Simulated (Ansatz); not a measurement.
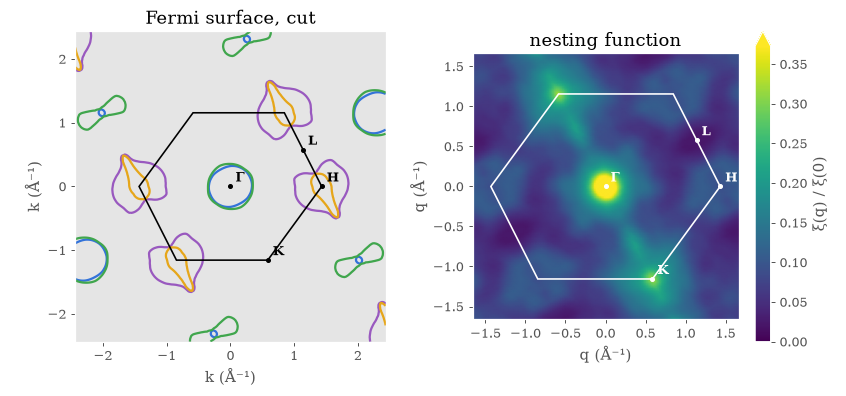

Zr (space group P6_3/mmc, No. 194): a cut of the Fermi surface and the nesting function ξ(q) = Σ δ(ε_k) δ(ε_k+q) over all sheets (each δ a Gaussian as wide as the level changes between mesh points, at least 0.03 eV; heights depend on it), both in the plane through Γ, H and L.

Computed with Ansatz 0.2.0, DFT PBEsol, scalar-relativistic, plane waves, PAW; levels and slopes on a dense k mesh at the converged density. No spin polarisation. Mesh 30×30×16, interpolated with the band slopes. Cell and positions as given, without relaxation (residual pressure −3 GPa).

Where does the nesting function have its highest maximum apart from q = 0?

The highest maximum lies at K, at q = (0.33, 0.33, 0.00) in units of the primitive reciprocal vectors. It reaches 0.34 of the value at q = 0, against a mean of 0.10. A peak of ξ alone doesn't prove an instability there.

Spin-orbit coupling is left out; with Zr it can split, shift or remove sheets. Necks and pockets thinner than about two mesh steps aren't resolved, so separate pockets may in truth be joined.
